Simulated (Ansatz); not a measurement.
**Single-point calculation, with input and output: GaO**

- system: GaO (P6₃/mmc, 8 atoms in the cell)
- method: DFT PBE, scalar-relativistic, plane waves, PAW, no spin polarisation (Ansatz 0.2.0)

Figures and captions count atoms from 1; the log counts them from 0 in places.

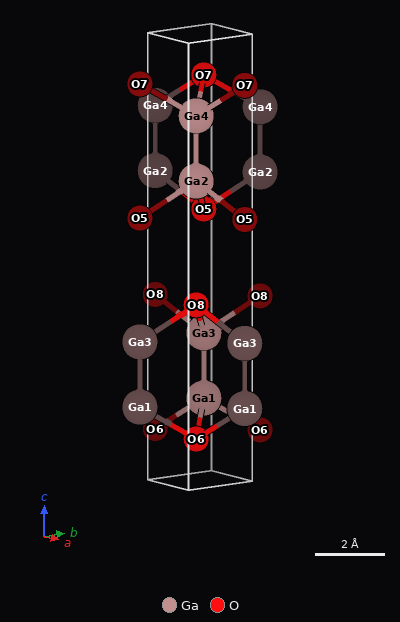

**Figure 1.** The structure (ball-and-stick view of the cell of the calculation, seen slightly off an axis; neighbours outside the cell are drawn fainter; atoms are numbered from 1 in the order of the input). An atom can appear more than once, as a periodic image. Near neighbours in the periodic cell (some may lie outside the picture): Ga has 1 Ga at 1.91 Å and 3 O at 2.04 Å; O has 3 Ga at 2.04 Å.

## Key numbers

- outcome: converged
- space group (tolerance 0.01 Å): P6₃/mmc (194)
- electrons treated: 76
- free energy: −17397.5007 eV
- Fermi energy: 7.462 eV
- gap on the k-point mesh: 1.54 eV
- pressure: 11.15 GPa
- largest force (length of the vector): 13.340 eV/Å
- hardware: 4 threads of Intel Xeon @ 2.70GHz, 189 GiB of memory available, shared host
- wall time: 1.6 s (CPU time 5 s)
- peak memory: 0.48 GiB

## The input
```yaml
crystal:
  lattice:
    - [3.074007657, 0.0, 0.0]
    - [-1.5370038285, 2.6621687224, 0.0]
    - [0.0, 0.0, 13.077261157]
  atoms:
    - { symbol: Ga, position: [0.3333333333, 0.6666666667, 0.177] }
    - { symbol: Ga, position: [0.6666666667, 0.3333333333, 0.677] }
    - { symbol: Ga, position: [0.3333333333, 0.6666666667, 0.323] }
    - { symbol: Ga, position: [0.6666666667, 0.3333333333, 0.823] }
    - { symbol: O, position: [0.3333333333, 0.6666666667, 0.6] }
    - { symbol: O, position: [0.6666666667, 0.3333333333, 0.1] }
    - { symbol: O, position: [0.3333333333, 0.6666666667, 0.9] }
    - { symbol: O, position: [0.6666666667, 0.3333333333, 0.4] }
basis:
  ecutwfc: 420
kpoints:
  mp_grid: { grid: [6, 6, 2] }
hamiltonian:
  xc: pbe
scf:
  occupations: { method: gaussian, width: 0.1 }
output:
  forces: true
  stress: true
  eigenvalues: true
```

Launched with:
```bash
ansatz run input.yaml --threads 4 --pin off --max-ram 12288MiB --backend cpu --events-out ev --progress --plain --runs-dir out
```

## What the program printed
```
Engine: ansatz 0.2.0, x86_64-unknown-linux-gnu
Pseudopotentials: kind: paw
Pseudopotential: Ga, paw, valence charge 13, recommended cutoff 420 eV (normal), Ga.paw.azcp
Pseudopotential: O, paw, valence charge 6, recommended cutoff 420 eV (normal), O.paw.azcp
Functional definition: PBE
  parameter kappa = 0.804
  parameter beta = 0.06672455060314922
  exchange = pbe_x(kappa = kappa, mu = beta*pi^2/3)
  correlation = pbe_c(beta = beta)
Crystal: 8 atoms, lattice volume = 107.018 Å³
Basis set: ecut = 420 eV, 2083 PW (Γ), exchange–correlation on 48×48×180 points (8 copies of the dense FFT grid, shifted against one another)
Bands: 46, of which v1, the nominal top of the filled ones, is band 38 counted from 1 (37 counted from 0)
Symmetry: 24 space group operations
Space group: P63/mmc (ITA 194), of the structure as read, at distance tolerance 4.7e-5 Å
k-points: 14 of 72
Non-local potential: Ga, projectors of the file, l = 0: 2, l = 1: 2, l = 2: 3, l = 3: 1
Non-local potential: O, projectors of the file, l = 0: 2, l = 1: 2, l = 2: 1
PAW form: soft (Blöchl's): semilocal exchange-correlation on the pseudo side does not see the compensation charge
PAW one-centre angular grid: Ga, 590 points (default); XC on 64 Gauss nodes
PAW one-centre angular grid: O, 110 points (default); XC on 64 Gauss nodes
Initial density: superposition of atomic densities (neutral atoms: chi_scale 0, normalization atom), corrected by the library's trained network
Initial wavefunctions: pseudopotential atomic-orbital guess
Functional: x = pbe(κ = 0.804, μ = 0.2195149727645171), c = pbe(β = 0.06672455060314922)
SCF iter   1: F=—  HF=-17397.524868 eV  |F-HF|=—  |Δ(HF+E_count)|=         —  Δρ=5.85e-3  dr2=1.10e-1  ethr=1.77e-3  ⟨swp⟩=6.6  Hψ=2397  notcnv=0
preconditioner: auto → Resta (q_TF=auto, 2.577 Å⁻¹)  ε∞=4.8  [insulator: Δε(μ)=1.632 eV  Ē_g=16.056 eV  σ=0.100 eV  W_gap=1.00  n_scr=40 (ndim 8)  ℏωp=31.3 eV  f_vac=0.123  D(μ)=0.00/eV (n_scr^D=0)  ε∞_Penn≈4.8]
SCF iter   2: F=—  HF=-17397.506339 eV  |F-HF|=—  |Δ(HF+E_count)|=   1.85e-2  Δρ=3.77e-3  dr2=1.66e-2  ethr=1.44e-4  ⟨swp⟩=2.2  Hψ=985  notcnv=0  defer=42
SCF iter   3: F=—  HF=-17397.502196 eV  |F-HF|=—  |Δ(HF+E_count)|=   4.14e-3  Δρ=1.35e-3  dr2=7.23e-3  ethr=2.19e-5  ⟨swp⟩=2.0  Hψ=986  notcnv=0  defer=14
automatic band count: iteration 3 solves 44 bands in place of 46: the levels show a gap, and the empty bands left out lie too high to hold charge; the band table lists the bands solved (type scf.n_extra_bands for more)
SCF iter   4: F=—  HF=-17397.500679 eV  |F-HF|=—  |Δ(HF+E_count)|=   1.52e-3  Δρ=4.93e-4  dr2=3.16e-4  ethr=9.51e-6  ⟨swp⟩=2.0  Hψ=768  notcnv=0  defer=14
SCF iter   5: F=—  HF=-17397.500758 eV  |F-HF|=—  |Δ(HF+E_count)|=   7.89e-5  Δρ=1.12e-4  dr2=1.66e-5  ethr=4.16e-7  ⟨swp⟩=2.6  Hψ=1103  notcnv=0  defer=14
SCF iter   6: F=—  HF=-17397.500666 eV  |F-HF|=—  |Δ(HF+E_count)|=   9.28e-5  Δρ=8.74e-5  dr2=5.20e-6  ethr=2.19e-8  ⟨swp⟩=2.0  Hψ=1128  notcnv=0  defer=14
SCF iter   7: F=—  HF=-17397.500666 eV  |F-HF|=—  |Δ(HF+E_count)|=   5.27e-7  Δρ=1.98e-5  dr2=3.31e-7  ethr=6.84e-9  ⟨swp⟩=2.0  Hψ=1100  notcnv=0  defer=14
SCF iter   8: F=-17397.500667 eV  HF=-17397.500667 eV  |F-HF|=1.47e-7  |Δ(HF+E_count)|=   1.11e-6  Δρ=6.02e-6  dr2=3.84e-8  ethr=1.32e-10  ⟨swp⟩=8.1  Hψ=2703  notcnv=0
SCF 1 converged in 8 iterations: F = -17397.500667 eV  dr2 = 3.84e-8
  greatest PAW one-centre occupation: 0.996 electrons in one spin orbital (limit 2), on the Ga atom at site 3 (counted from 0), in its partial waves of l = 2
```

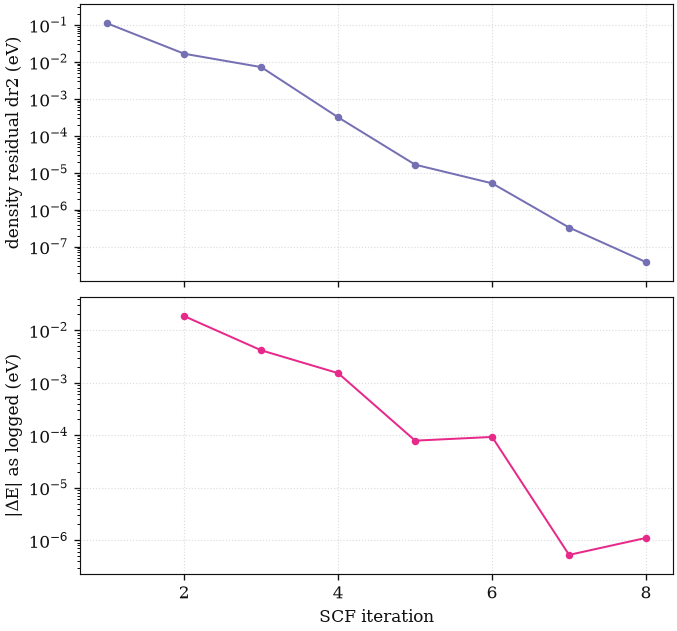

**Figure 2.** Convergence of the self-consistent field: density residual dr2 and size of the energy change against the SCF iteration. The residual falls at every step.

```
SCF converged after 8 iterations
Free energy (F): -17397.500667 eV
Harris-Foulkes:  -17397.500667 eV  (|F-HF|=1.47e-7)
Internal energy: -17397.500667 eV  (E = F + TS)
E sigma→0 (E₀):  -17397.500667 eV
Fermi energy:    7.462105 eV
--- Per-component energies (eV) ---
  E_band       = -282.464395
  E_kinetic    = 1158.836420
  E_local      = -10142.371701  (includes V_loc(G=0)·N_el)
  E_nonlocal   = 1893.075315
  E_hartree    = 4599.223995
  E_xc         = -573.345011
  E_vxc        = -610.754184  (∫ρ·V_xc dr)
  E_paw        = -8582.420077  (= ΣΔE_a)
  E_vpaw       = -1779.713649  (= ΣTr[D̂ρ^β])
  E_aug_tail   = 0.008933  (compensation charges beyond the density's cutoff)
  E_ewald      = -5750.508541
  E_smearing   = -0.000000  (= −TS)
  E_closure    = -0.000000  (closes the sum)
  Σ components = -17397.500667   (vs F -17397.500667, Δ=0.00e0)
--- Forces (eV/Å), atoms counted from 1 ---
  atom   1  Ga    -0.00000000    -0.00000000   -13.33995467
  atom   2  Ga     0.00000000     0.00000000   -13.33995467
  atom   3  Ga     0.00000000    -0.00000000    13.33995467
  atom   4  Ga     0.00000000     0.00000000    13.33995467
  atom   5  O      0.00000000    -0.00000000     2.66756326
  atom   6  O     -0.00000000     0.00000000     2.66756326
  atom   7  O      0.00000000    -0.00000000    -2.66756326
  atom   8  O     -0.00000000     0.00000000    -2.66756326
  max |Σ_I F_I| component: 3.55e-15 eV/Å
--- Stress (GPa, compression-positive) ---
       -6.565693       0.000000       0.000000
       -0.000000      -6.565693       0.000000
        0.000000       0.000000      46.578222
  P = ⅓ Tr σ = 11.1489 GPa (111.489 kbar)
--- Band table (eV; the first three rows and the last of 14) ---
  k-point 0: bands = ["-11.1211", "-10.9751", "-10.9581", "-10.8039", "-8.6543", "-8.6497", "-7.9769", "-7.9769", "-7.9766", "-7.9766", "-7.5886", "-7.5886", "-7.5886", "-7.5886", "-7.4127", "-7.4127", "-7.4126", "-7.4126", "-7.0133", "-7.0133", "-7.0130", "-7.0130", "-6.8691", "-6.8469", "-2.0893", "-1.9581", "3.3599", "4.0377", "5.5525", "5.5525", "5.5679", "5.6226", "5.6226", "5.6419", "5.6419", "5.7120", "5.7120", "6.6937", "8.7849", "9.7245", "11.8989", "12.2817", "15.6499", "15.6499"]
  k-point 1: bands = ["-11.0768", "-11.0768", "-10.8523", "-10.8523", "-8.6519", "-8.6519", "-7.9768", "-7.9768", "-7.9768", "-7.9768", "-7.5886", "-7.5886", "-7.5886", "-7.5886", "-7.4127", "-7.4127", "-7.4127", "-7.4127", "-7.0132", "-7.0132", "-7.0132", "-7.0132", "-6.8581", "-6.8581", "-2.0247", "-2.0247", "3.6450", "3.6450", "5.5753", "5.5753", "5.5753", "5.5753", "5.6890", "5.6890", "5.6890", "5.6890", "6.1387", "6.1387", "9.2803", "9.2803", "12.1118", "12.1118", "15.6670", "15.6670"]
  k-point 2: bands = ["-10.9637", "-10.8333", "-10.8318", "-10.6961", "-8.6451", "-8.6413", "-7.9891", "-7.9880", "-7.9877", "-7.9877", "-7.5641", "-7.5599", "-7.5349", "-7.5349", "-7.3761", "-7.3728", "-7.3697", "-7.3695", "-7.0210", "-7.0206", "-6.9877", "-6.9876", "-6.8170", "-6.7946", "-1.6373", "-1.5395", "3.4152", "3.5477", "4.3601", "4.5370", "4.5985", "5.1968", "5.2802", "5.3755", "5.4259", "5.5232", "5.9592", "6.6084", "10.0747", "10.5983", "12.3093", "12.6356", "13.4786", "13.5706"]
  k-point 13: bands = ["-10.4506", "-10.4506", "-10.3876", "-10.3876", "-8.6126", "-8.6126", "-8.1149", "-8.1149", "-7.9490", "-7.9490", "-7.4712", "-7.4712", "-7.2972", "-7.2972", "-7.1711", "-7.1711", "-7.1071", "-7.1071", "-6.9950", "-6.9950", "-6.7374", "-6.7374", "-6.5188", "-6.5188", "0.4530", "0.4530", "2.1166", "2.1166", "2.3381", "2.3381", "3.3275", "3.3275", "4.0477", "4.0477", "4.8824", "4.8824", "5.3541", "5.3541", "8.7528", "8.7528", "10.5061", "10.5061", "13.7115", "13.7115"]
```

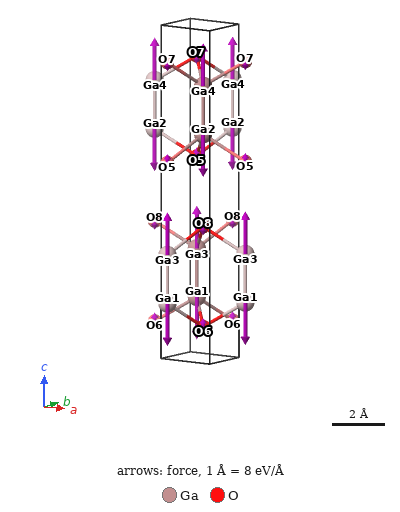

**Figure 3.** Forces on the atoms as pink arrows (ball-and-stick view of the cell of the calculation, seen at an oblique angle; neighbours outside the cell are drawn fainter; atoms are numbered from 1 in the order of the input). The largest act on all 4 Ga atoms (13.34 eV/Å). The geometry is not a stationary point of this energy.
